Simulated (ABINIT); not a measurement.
## Band-structure run, with input and output: ScAl3 (part 3 of 3)

The same run, continued: ScAl3 (Pm-3m, 4 atoms in the cell); Kohn-Sham DFT of a periodic cell, PBEsol, PseudoDojo NC SR PBEsol v0.4 stringent, no spin polarisation (ABINIT 10.8.3); cutoff 1061.24 eV, 7×7×7 k-mesh, fermi-dirac of 0.05 eV. The structure derives from a Materials Project entry.

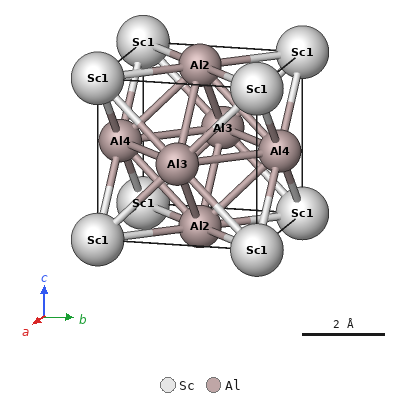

**Figure 1.** The input geometry (ball-and-stick view of the cell of the calculation, seen slightly off an axis; atoms are numbered from 1 in the order of the input).

**Log, continued**
```
  3.9769E-01  3.9769E-01  4.5092E-01  4.5092E-01  4.5092E-01  7.0188E-01
 Non-SCF case, kpt   32 (  0.43750  0.50000  0.43750), residuals and eigenvalues=
  5.89E-13  8.75E-13  6.79E-13  7.34E-13  2.54E-13  3.00E-13  4.48E-13  9.60E-13
  4.15E-13  3.05E-13  4.83E-13  4.73E-13  9.00E-13  2.73E-13  3.58E-13  3.00E-13
  8.36E-13  1.91E-05
 -1.4899E+00 -7.1166E-01 -7.1162E-01 -7.1161E-01  1.0377E-01  1.2219E-01
  1.2896E-01  1.5825E-01  1.9447E-01  1.9505E-01  2.0195E-01  3.4504E-01
  3.9770E-01  3.9823E-01  4.5008E-01  4.5097E-01  4.5151E-01  6.6025E-01
 Non-SCF case, kpt   33 (  0.37500  0.50000  0.37500), residuals and eigenvalues=
  4.02E-13  1.53E-13  8.97E-13  7.71E-13  6.07E-13  4.81E-13  4.72E-13  1.49E-13
  7.64E-13  7.55E-14  3.94E-13  8.47E-13  6.48E-13  7.20E-13  5.05E-13  9.09E-13
  9.86E-13  4.55E-06
 -1.4899E+00 -7.1170E-01 -7.1152E-01 -7.1151E-01  7.8031E-02  1.0947E-01
  1.3608E-01  1.7400E-01  1.9836E-01  1.9958E-01  2.2752E-01  3.6457E-01
  3.9816E-01  3.9916E-01  4.4742E-01  4.5084E-01  4.5578E-01  6.0505E-01
 Non-SCF case, kpt   34 (  0.31250  0.50000  0.31250), residuals and eigenvalues=
  2.84E-13  2.51E-13  3.90E-13  3.65E-13  3.66E-13  6.78E-13  3.23E-13  3.55E-13
  5.38E-13  1.85E-13  5.23E-13  6.83E-13  4.54E-13  6.50E-13  5.23E-13  8.41E-13
  4.92E-13  1.31E-09
 -1.4899E+00 -7.1175E-01 -7.1138E-01 -7.1135E-01  5.5483E-02  9.1610E-02
  1.4782E-01  1.8516E-01  2.0397E-01  2.1249E-01  2.6392E-01  3.7950E-01
  3.9832E-01  3.9987E-01  4.4237E-01  4.4941E-01  4.7200E-01  5.5142E-01
 Non-SCF case, kpt   35 (  0.25000  0.50000  0.25000), residuals and eigenvalues=
  4.29E-13  2.99E-13  8.13E-13  8.12E-13  1.61E-13  1.03E-13  6.36E-13  4.29E-13
  9.49E-13  3.87E-13  8.67E-13  8.81E-13  5.22E-13  6.80E-13  5.48E-13  6.21E-13
  4.05E-11  1.39E-09
 -1.4899E+00 -7.1181E-01 -7.1119E-01 -7.1116E-01  3.6761E-02  7.2989E-02
  1.6392E-01  1.9670E-01  2.1188E-01  2.3267E-01  3.0339E-01  3.8332E-01
  3.9239E-01  3.9985E-01  4.3266E-01  4.4449E-01  5.0451E-01  5.0500E-01
 Non-SCF case, kpt   36 (  0.18750  0.50000  0.18750), residuals and eigenvalues=
  6.88E-13  8.74E-13  7.88E-13  7.06E-13  2.48E-13  2.67E-13  3.94E-13  8.13E-13
  4.98E-13  6.03E-13  8.45E-13  9.36E-13  5.81E-13  9.42E-13  7.27E-13  9.59E-13
  1.17E-09  1.80E-05
 -1.4899E+00 -7.1188E-01 -7.1100E-01 -7.1097E-01  2.2093E-02  5.6554E-02
  1.8390E-01  2.0964E-01  2.2188E-01  2.5866E-01  3.3904E-01  3.7940E-01
  3.8257E-01  3.9576E-01  4.1196E-01  4.3588E-01  4.7247E-01  5.4150E-01
 Non-SCF case, kpt   37 (  0.12500  0.50000  0.12500), residuals and eigenvalues=
  5.70E-13  9.35E-13  4.37E-13  3.00E-13  2.40E-13  2.67E-13  7.94E-13  4.37E-13
  4.37E-13  7.14E-13  9.70E-13  6.73E-13  8.15E-13  7.15E-13  9.44E-13  7.03E-13
  3.81E-09  5.15E-06
 -1.4900E+00 -7.1193E-01 -7.1083E-01 -7.1081E-01  1.1578E-02  4.3952E-02
  2.0657E-01  2.2316E-01  2.3310E-01  2.8865E-01  3.5809E-01  3.6191E-01
  3.7970E-01  3.8026E-01  3.8902E-01  4.3423E-01  4.5799E-01  5.3371E-01
 Non-SCF case, kpt   38 (  0.06250  0.50000  0.06250), residuals and eigenvalues=
  8.94E-13  4.61E-13  5.93E-13  3.61E-13  5.75E-13  6.62E-13  6.44E-13  8.13E-13
  2.89E-13  6.58E-13  9.11E-13  7.35E-13  9.14E-13  5.40E-13  5.09E-13  4.54E-13
  8.57E-11  9.48E-10
 -1.4900E+00 -7.1197E-01 -7.1071E-01 -7.1070E-01  5.2569E-03  3.6086E-02
  2.2853E-01  2.3463E-01  2.4324E-01  3.1945E-01  3.4614E-01  3.4875E-01
  3.5609E-01  3.7343E-01  3.8289E-01  4.4478E-01  4.5226E-01  5.0494E-01
 Non-SCF case, kpt   39 (  0.00000  0.50000  0.00000), residuals and eigenvalues=
  7.05E-13  4.23E-13  9.81E-13  4.78E-13  3.50E-13  2.50E-13  6.80E-13  9.58E-13
  4.82E-13  9.94E-13  9.10E-13  8.80E-13  7.28E-13  8.62E-13  4.58E-13  7.45E-13
  2.27E-10  2.76E-09
 -1.4900E+00 -7.1198E-01 -7.1066E-01 -7.1066E-01  3.1485E-03  3.3416E-02
  2.3945E-01  2.3945E-01  2.4771E-01  3.3448E-01  3.3949E-01  3.3949E-01
  3.5219E-01  3.6225E-01  3.8148E-01  4.5066E-01  4.5066E-01  4.9279E-01

--- !ResultsGS
iteration_state: {dtset: 2, }
comment   : Summary of ground state results
lattice_vectors:
- [  7.7248349,   0.0000000,   0.0000000, ]
- [  0.0000000,   7.7248349,   0.0000000, ]
- [  0.0000000,   0.0000000,   7.7248349, ]
lattice_lengths: [   7.72483,    7.72483,    7.72483, ]
lattice_angles: [ 90.000,  90.000,  90.000, ] # degrees, (23, 13, 12)
lattice_volume:   4.6096464E+02
convergence: {deltae:  0.000E+00, res2:  0.000E+00, residm:  9.994E-13, diffor:  0.000E+00, }
etotal    :  -5.53563930E+01
entropy   :   0.00000000E+00
fermie    :   2.98967626E-01
cartesian_stress_tensor: null
pressure_GPa: null
xred      :
- [  0.0000E+00,   0.0000E+00,   0.0000E+00, Sc]
- [  5.0000E-01,   5.0000E-01,   0.0000E+00, Al]
- [  0.0000E+00,   5.0000E-01,   5.0000E-01, Al]
- [  5.0000E-01,   0.0000E+00,   5.0000E-01, Al]
cartesian_forces: null
force_length_stats: {min: null, max: null, mean: null, }
...

 Integrated electronic density in atomic spheres:
 ------------------------------------------------
 Atom  Sphere_radius  Integrated_density
    1        2.00000          8.55339075
    2        2.00000          0.89927404
    3        2.00000          0.89927404
    4        2.00000          0.89927404
================================================================================

 ----iterations are completed or convergence reached----

 Mean square residual over all n,k,spin=   61.271E-14; max=  99.936E-14
 reduced coordinates (array xred) for    4 atoms
       0.000000000000      0.000000000000      0.000000000000
       0.500000000000      0.500000000000      0.000000000000
       0.000000000000      0.500000000000      0.500000000000
       0.500000000000      0.000000000000      0.500000000000

 cartesian coordinates (angstrom) at end:
    1      0.00000000000000     0.00000000000000     0.00000000000000
    2      2.04390328360126     2.04390328360126     0.00000000000000
    3      0.00000000000000     2.04390328360126     2.04390328360126
    4      2.04390328360126     0.00000000000000     2.04390328360126
 length scales=  7.724834867700  7.724834867700  7.724834867700 bohr
              =  4.087806567203  4.087806567203  4.087806567203 angstroms
 Eigenvalues (   eV  ) for nkpt=  39  k points:
 kpt#   1, nband= 18, wtk=  1.00000, kpt=  0.0000  0.0000  0.0000 (reduced coord)
 -40.54566  -19.34081  -19.34081  -19.34081   -1.78586    5.60452    5.60452    6.42501
   6.42501    6.42501    9.46919    9.52444    9.52444    9.52444   13.00514   13.00514
  13.51518   13.51518
 kpt#   2, nband= 18, wtk=  1.00000, kpt=  0.0000  0.0833  0.0000 (reduced coord)
 -40.54557  -19.34304  -19.34063  -19.34063   -1.72181    5.01498    5.65465    6.43278
   6.43278    6.83506    9.48595    9.48595    9.54458    9.74565   12.37537   13.08478
  13.57470   13.57470
 kpt#   3, nband= 18, wtk=  1.00000, kpt=  0.0000  0.1667  0.0000 (reduced coord)
 -40.54532  -19.34912  -19.34015  -19.34015   -1.53103    4.07279    5.80201    6.45298
   6.45298    7.36227    9.39639    9.39639    9.60099   10.38861   11.50538   13.36438
  13.57056   13.57056
 kpt#   4, nband= 18, wtk=  1.00000, kpt=  0.0000  0.2500  0.0000 (reduced coord)
 -40.54499  -19.35742  -19.33949  -19.33949   -1.21790    3.10556    6.03549    6.47783
   6.47783    7.89595    9.30723    9.30723    9.68159   10.65383   10.97300   13.20935
  13.20935   13.97028
 kpt#   5, nband= 18, wtk=  1.00000, kpt=  0.0000  0.3333  0.0000 (reduced coord)
 -40.54466  -19.36570  -19.33883  -19.33883   -0.79198    2.18929    6.32754    6.49895
   6.49895    8.49166    9.25398    9.25398    9.76679    9.89757   11.11595   12.73556
  12.73556   13.81669
 kpt#   6, nband= 18, wtk=  1.00000, kpt=  0.0000  0.4167  0.0000 (reduced coord)
 -40.54441  -19.37176  -19.33835  -19.33835   -0.28239    1.37866    6.51169    6.51169
   6.61010    9.13917    9.23843    9.23843    9.32878    9.83248   10.76690   12.38865
  12.38865   13.48818
 kpt#   7, nband= 18, wtk=  1.00000, kpt=  0.0000  0.5000  0.0000 (reduced coord)
 -40.54432  -19.37397  -19.33817  -19.33817    0.08568    0.90929    6.51572    6.51572
   6.74056    9.10175    9.23809    9.23809    9.58357    9.85730   10.38072   12.26297
  12.26297   13.40961
 kpt#   8, nband= 18, wtk=  1.00000, kpt=  0.0833  0.5000  0.0000 (reduced coord)
 -40.54424  -19.37366  -19.34027  -19.33800    0.13661    0.97395    6.10780    6.56406
   6.61817    8.93068    9.14467    9.34913    9.76004   10.23795   10.40490   12.07525
  12.34787   13.67753
 kpt#   9, nband= 18, wtk=  1.00000, kpt=  0.1667  0.5000  0.0000 (reduced coord)
 -40.54401  -19.37281  -19.34599  -19.33753    0.28850    1.16539    5.29134    6.22512
   6.70701    8.51131    9.06998    9.48662   10.39803   10.45506   10.87613   11.57292
  12.69174   13.93041
 kpt#  10, nband= 18, wtk=  1.00000, kpt=  0.2500  0.5000  0.0000 (reduced coord)
 -40.54369  -19.37167  -19.35380  -19.33689    0.53771    1.47522    4.42209    5.59977
   6.93692    8.15978    9.22027    9.54472   10.51293   10.90831   10.94633   11.58883
  13.41307   13.49015
 kpt#  11, nband= 18, wtk=  1.00000, kpt=  0.3333  0.5000  0.0000 (reduced coord)
 -40.54337  -19.37051  -19.36159  -19.33625    0.87360    1.88466    3.61414    4.87882
   7.23324    7.90017    9.57895    9.57937   10.23375   10.57212   11.29777   12.34335
  12.77861   13.95476
 kpt#  12, nband= 18, wtk=  1.00000, kpt=  0.4167  0.5000  0.0000 (reduced coord)
 -40.54314  -19.36967  -19.36728  -19.33577    1.25646    2.34025    2.94015    4.20792
   7.53693    7.74150    9.59357    9.68185   10.03460   10.63694   11.55135   12.05847
  13.09801   13.71844
 kpt#  13, nband= 18, wtk=  1.00000, kpt=  0.5000  0.5000  0.0000 (reduced coord)
 -40.54306  -19.36936  -19.36936  -19.33560    1.48826    2.61024    2.61024    3.86217
   7.68815    7.68815    9.44489    9.59687   10.28562   10.71248   11.66223   11.66223
  13.55406   13.57960
 kpt#  14, nband= 18, wtk=  1.00000, kpt=  0.4375  0.4375  0.0000 (reduced coord)
 -40.54315  -19.36843  -19.36827  -19.33580    1.18816    2.64359    2.66411    4.27060
   7.52996    7.73687    9.54588    9.71084   10.08506   10.56544   11.80422   11.85416
  13.06496   13.75908
 kpt#  15, nband= 18, wtk=  1.00000, kpt=  0.3750  0.3750  0.0000 (reduced coord)
 -40.54343  -19.36570  -19.36518  -19.33636    0.56560    2.82547    2.83383    5.11005
   7.22200    7.88094    9.09900   10.15760   10.26289   10.33055   11.90526   12.25567
  12.31810   14.28174
 kpt#  16, nband= 18, wtk=  1.00000, kpt=  0.3125  0.3125  0.0000 (reduced coord)
 -40.54384  -19.36145  -19.36055  -19.33720   -0.08843    3.09352    3.18352    6.01428
   6.93029    8.11340    8.54982    9.87049   10.53719   11.01341   11.73980   11.86824
  12.65467   14.27747
 kpt#  17, nband= 18, wtk=  1.00000, kpt=  0.2500  0.2500  0.0000 (reduced coord)
 -40.54434  -19.35614  -19.35509  -19.33819   -0.67247    3.46661    3.66437    6.67712
   6.70600    8.29598    8.42016    9.33146   10.79958   11.01047   11.79804   12.26043
  12.74419   13.98686
 kpt#  18, nband= 18, wtk=  1.00000, kpt=  0.1875  0.1875  0.0000 (reduced coord)
 -40.54484  -19.35052  -19.34962  -19.33919   -1.14900    3.94145    4.24426    6.55669
   6.75169    8.61306    8.62960    8.77524   10.29124   11.23250   11.70633   12.60371
  13.26503   13.48455
 kpt#  19, nband= 18, wtk=  1.00000, kpt=  0.1250  0.1250  0.0000 (reduced coord)
 -40.54527  -19.34552  -19.34499  -19.34004   -1.49963    4.51031    4.86478    6.47246
   6.56553    7.78215    9.12817    9.13209    9.88061   10.59078   11.95279   12.62446
  13.77605   13.87651
 kpt#  20, nband= 18, wtk=  1.00000, kpt=  0.0625  0.0625  0.0000 (reduced coord)
 -40.54555  -19.34205  -19.34190  -19.34061   -1.71384    5.14625    5.39327    6.43483
   6.44026    6.95317    9.41386    9.42994    9.61606    9.81463   12.49675   12.81996
  13.59238   13.76767
 kpt#  21, nband= 18, wtk=  1.00000, kpt=  0.0000  0.0000  0.0000 (reduced coord)
 -40.54566  -19.34081  -19.34081  -19.34081   -1.78586    5.60452    5.60452    6.42501
   6.42501    6.42501    9.46919    9.52444    9.52444    9.52444   13.00514   13.00514
  13.51518   13.51518
 kpt#  22, nband= 18, wtk=  1.00000, kpt=  0.0500  0.0500  0.0500 (reduced coord)
 -40.54556  -19.34159  -19.34144  -19.34144   -1.71672    5.28894    5.28894    6.18701
   6.80420    6.80420    9.43737    9.43737    9.55068    9.83861   12.66093   12.66093
  13.57230   13.86420
 kpt#  23, nband= 18, wtk=  1.00000, kpt=  0.1000  0.1000  0.1000 (reduced coord)
 -40.54528  -19.34381  -19.34327  -19.34327   -1.51104    4.82185    4.82185    5.69001
   7.41352    7.41352    9.21778    9.21778    9.66483   10.66419   12.31018   12.31018
  13.74423   13.85714
 kpt#  24, nband= 18, wtk=  1.00000, kpt=  0.1500  0.1500  0.1500 (reduced coord)
 -40.54484  -19.34710  -19.34608  -19.34608   -1.17413    4.40857    4.40857    5.18347
   7.77282    7.77282    9.14879    9.14879    9.83356   11.42576   12.15987   12.15987
  12.70405   13.99257
 kpt#  25, nband= 18, wtk=  1.00000, kpt=  0.2000  0.2000  0.2000 (reduced coord)
 -40.54430  -19.35095  -19.34955  -19.34955   -0.71494    4.07374    4.07374    4.77023
   7.51125    7.51125    9.59674    9.59674    9.98161   10.69055   12.17254   12.17254
  13.23414   13.73746
 kpt#  26, nband= 18, wtk=  1.00000, kpt=  0.2500  0.2500  0.2500 (reduced coord)
 -40.54371  -19.35485  -19.35333  -19.35333   -0.14649    3.81931    3.81931    4.48942
   6.98636    6.98636    9.24008   10.17325   10.17325   10.35782   12.23382   12.23382
  13.84974   13.88829
 kpt#  27, nband= 18, wtk=  1.00000, kpt=  0.3000  0.3000  0.3000 (reduced coord)
 -40.54313  -19.35837  -19.35702  -19.35702    0.51375    3.64064    3.64064    4.35377
   6.44627    6.44627    8.03542   10.45492   10.58130   10.58130   12.24025   12.24025
  13.59312   14.45209
 kpt#  28, nband= 18, wtk=  1.00000, kpt=  0.3500  0.3500  0.3500 (reduced coord)
 -40.54261  -19.36124  -19.36028  -19.36028    1.24353    3.52890    3.52890    4.35168
   5.97065    5.97065    6.91735   10.34536   10.77613   10.77613   12.22746   12.22746
  12.82441   15.48137
 kpt#  29, nband= 18, wtk=  1.00000, kpt=  0.4000  0.4000  0.4000 (reduced coord)
 -40.54221  -19.36331  -19.36281  -19.36281    2.01681    3.47085    3.47085    4.41049
   5.59908    5.59908    5.96276    9.90529   10.83018   10.83018   12.23814   12.23814
  12.40596   16.77018
 kpt#  30, nband= 18, wtk=  1.00000, kpt=  0.4500  0.4500  0.4500 (reduced coord)
 -40.54195  -19.36455  -19.36442  -19.36442    2.80412    3.44873    3.44873    4.24993
   5.36046    5.36046    5.38013    9.38064   10.82792   10.82792   12.25991   12.25991
  12.28780   18.15539
 kpt#  31, nband= 18, wtk=  1.00000, kpt=  0.5000  0.5000  0.5000 (reduced coord)
 -40.54186  -19.36497  -19.36497  -19.36497    3.44417    3.44417    3.44417    3.75987
   5.27770    5.27770    5.27770    9.15040   10.82169   10.82169   12.27013   12.27013
  12.27013   19.09919
 kpt#  32, nband= 18, wtk=  1.00000, kpt=  0.4375  0.5000  0.4375 (reduced coord)
 -40.54195  -19.36530  -19.36409  -19.36395    2.82384    3.32489    3.50909    4.30608
   5.29180    5.30747    5.49528    9.38909   10.82207   10.83634   12.24718   12.27162
  12.28618   17.96619
 kpt#  33, nband= 18, wtk=  1.00000, kpt=  0.3750  0.5000  0.3750 (reduced coord)
 -40.54221  -19.36626  -19.36152  -19.36104    2.12334    2.97870    3.70287    4.73466
   5.39770    5.43096    6.19109    9.92039   10.83443   10.86161   12.17495   12.26810
  12.40244   16.46418
 kpt#  34, nband= 18, wtk=  1.00000, kpt=  0.3125  0.5000  0.3125 (reduced coord)
 -40.54261  -19.36770  -19.35752  -19.35670    1.50976    2.49285    4.02228    5.03835
   5.55031    5.78214    7.18167   10.32664   10.83871   10.88099   12.03741   12.22918
  12.84372   15.00492
 kpt#  35, nband= 18, wtk=  1.00000, kpt=  0.2500  0.5000  0.2500 (reduced coord)
 -40.54307  -19.36942  -19.35254  -19.35158    1.00031    1.98614    4.46062    5.35258
   5.76567    6.33123    8.25557   10.43077   10.67755   10.88052   11.77317   12.09506
  13.72849   13.74182
 kpt#  36, nband= 18, wtk=  1.00000, kpt=  0.1875  0.5000  0.1875 (reduced coord)
 -40.54355  -19.37114  -19.34727  -19.34644    0.60119    1.53893    5.00422    5.70469
   6.03765    7.03857    9.22587   10.32401   10.41022   10.76911   11.21011   11.86094
  12.85665   14.73500
 kpt#  37, nband= 18, wtk=  1.00000, kpt=  0.1250  0.5000  0.1250 (reduced coord)
 -40.54395  -19.37262  -19.34258  -19.34210    0.31504    1.19601    5.62115    6.07237
   6.34308    7.85454    9.74416    9.84818   10.33222   10.34729   10.58578   11.81605
  12.46251   14.52297
 kpt#  38, nband= 18, wtk=  1.00000, kpt=  0.0625  0.5000  0.0625 (reduced coord)
 -40.54423  -19.37362  -19.33934  -19.33919    0.14305    0.98194    6.21874    6.38460
   6.61902    8.69280    9.41901    9.48986    9.68958   10.16161   10.41886   12.10299
  12.30666   13.74012
 kpt#  39, nband= 18, wtk=  1.00000, kpt=  0.0000  0.5000  0.0000 (reduced coord)
 -40.54432  -19.37397  -19.33817  -19.33817    0.08568    0.90929    6.51572    6.51572
   6.74056    9.10175    9.23809    9.23809    9.58357    9.85730   10.38072   12.26297
  12.26297   13.40961

== END DATASET(S) ==============================================================
================================================================================

 -outvars: echo values of variables after computation  --------
            acell      7.7248348677E+00  7.7248348677E+00  7.7248348677E+00 Bohr
           etotal1    -5.5356392986E+01
            fcart1    -0.0000000000E+00 -0.0000000000E+00 -0.0000000000E+00
                      -0.0000000000E+00 -0.0000000000E+00 -0.0000000000E+00
                      -0.0000000000E+00 -0.0000000000E+00 -0.0000000000E+00
                      -0.0000000000E+00 -0.0000000000E+00 -0.0000000000E+00
           strten1     4.2166545416E-05  4.2166545416E-05  4.2166545416E-05
                       0.0000000000E+00  0.0000000000E+00  0.0000000000E+00
           xangst      0.0000000000E+00  0.0000000000E+00  0.0000000000E+00
                       2.0439032836E+00  2.0439032836E+00  0.0000000000E+00
                       0.0000000000E+00  2.0439032836E+00  2.0439032836E+00
                       2.0439032836E+00  0.0000000000E+00  2.0439032836E+00
             xred      0.0000000000E+00  0.0000000000E+00  0.0000000000E+00
                       5.0000000000E-01  5.0000000000E-01  0.0000000000E+00
                       0.0000000000E+00  5.0000000000E-01  5.0000000000E-01
                       5.0000000000E-01  0.0000000000E+00  5.0000000000E-01
 Calculation completed.
```

The run was set up as follows.

**Input file**
```
ndtset 2

pp_dirpath "./"
pseudos "Sc.upf, Al.upf"

acell 7.7248348677 7.7248348677 7.7248348677
rprim
     1.0000000000     0.0000000000     0.0000000000
     0.0000000000     1.0000000000     0.0000000000
     0.0000000000     0.0000000000     1.0000000000
ntypat 2
znucl 21 13
natom 4
typat 1 2 2 2
xred
     0.0000000000     0.0000000000     0.0000000000
     0.5000000000     0.5000000000     0.0000000000
     0.0000000000     0.5000000000     0.5000000000
     0.5000000000     0.0000000000     0.5000000000

ecut 1061.244064 eV

ixc -116133

occopt 3
tsmear 0.00183747

nstep 100

iomode 3
prtwf 0
prteig 0
prtebands 0
enunit 1
prtden1 1

kptopt1 1
ngkpt1 7 7 7
nshiftk1 1
shiftk1 0.0 0.0 0.0
nband1 14
tolvrs1 1.0e-10

iscf2 -2
getden2 1
nband2 18
nbdbuf2 2
tolwfr2 1.0e-12
kptopt2 -5
ndivsm2 6
prteig2 1
kptbounds2
     0.0000000000     0.0000000000     0.0000000000
     0.0000000000     0.5000000000     0.0000000000
     0.5000000000     0.5000000000     0.0000000000
     0.0000000000     0.0000000000     0.0000000000
     0.5000000000     0.5000000000     0.5000000000
     0.0000000000     0.5000000000     0.0000000000
```

Launch command:
```bash
abinit run.abi > log 2>&1
```

**Results in brief**

```csv
quantity,value
outcome,converged
space group (tolerance 0.01 Å),Pm-3m (221)
electrons treated,20
free energy,−1506.3242 eV
Fermi energy,8.135 eV
gap on the k-point mesh,none (metallic)
pressure,−1.24 GPa
largest force (length of the vector),under 0.001 eV/Å
hardware,"1 thread of Arm Neoverse V2, 24 GiB of memory available, shared host"
wall time,2.2 min
peak memory,0.13 GiB
```
